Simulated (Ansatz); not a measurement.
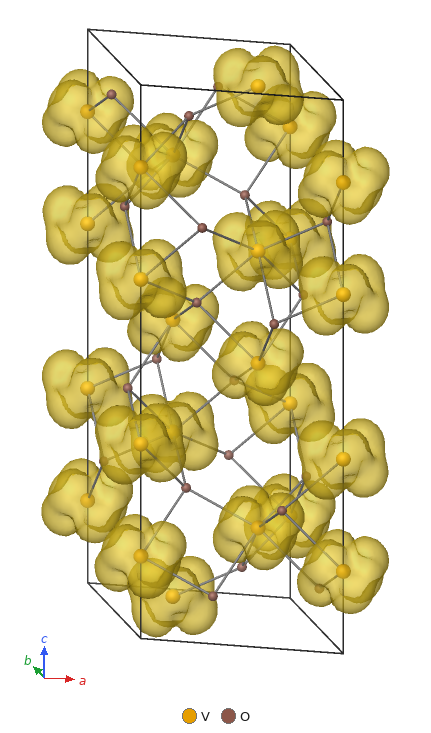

The picture shows: V$_{2}$O$_{3}$. Isosurfaces of the magnetisation density (up minus down) at +0.08 (yellow) and −0.08 e/Å³ (cyan), seen slightly off an axis. Sticks mark near contacts.

Space group R-3c; Hubbard U of 3.25 eV on V d only; spin-polarised.

Method: Ansatz 0.2.0, DFT PBE+U, scalar-relativistic, plane waves, PAW.

In a PAW calculation such maps are meaningful between the atoms, not at the nuclei.

```
CELL_PARAMETERS angstrom
5.11241 0.00000 0.00000
-2.55620 4.42747 0.00000
0.00000 0.00000 14.02119
ATOMIC_POSITIONS crystal
V 0.66667 0.33333 0.18463
V 0.33333 0.66667 0.51796
V 0.00000 0.00000 0.85130
V 0.33333 0.66667 0.31537
V 0.00000 0.00000 0.64870
V 0.66667 0.33333 0.98204
V 0.00000 0.00000 0.14870
V 0.66667 0.33333 0.48204
V 0.33333 0.66667 0.81537
V 0.33333 0.66667 0.01796
V 0.00000 0.00000 0.35130
V 0.66667 0.33333 0.68463
O 0.96962 0.33333 0.08333
O 0.63629 0.66667 0.41667
O 0.30296 0.00000 0.75000
O 0.66667 0.63629 0.08333
O 0.33333 0.96962 0.41667
O 0.00000 0.30296 0.75000
O 0.36371 0.03038 0.08333
O 0.03038 0.36371 0.41667
O 0.69704 0.69704 0.75000
O 0.69704 0.00000 0.25000
O 0.36371 0.33333 0.58333
O 0.03038 0.66667 0.91667
O 0.00000 0.69704 0.25000
O 0.66667 0.03038 0.58333
O 0.33333 0.36371 0.91667
O 0.30296 0.30296 0.25000
O 0.96962 0.63629 0.58333
O 0.63629 0.96962 0.91667
```

**Which atoms carry the moments, and with what signs?**

The spin density sits on V: +1.6 μB (×12) in one cell of 30 atoms: parallel main moments (a ferromagnetic arrangement) in this solution. The cell of the calculation (10 atoms) carries 8.0 μB of net spin moment.
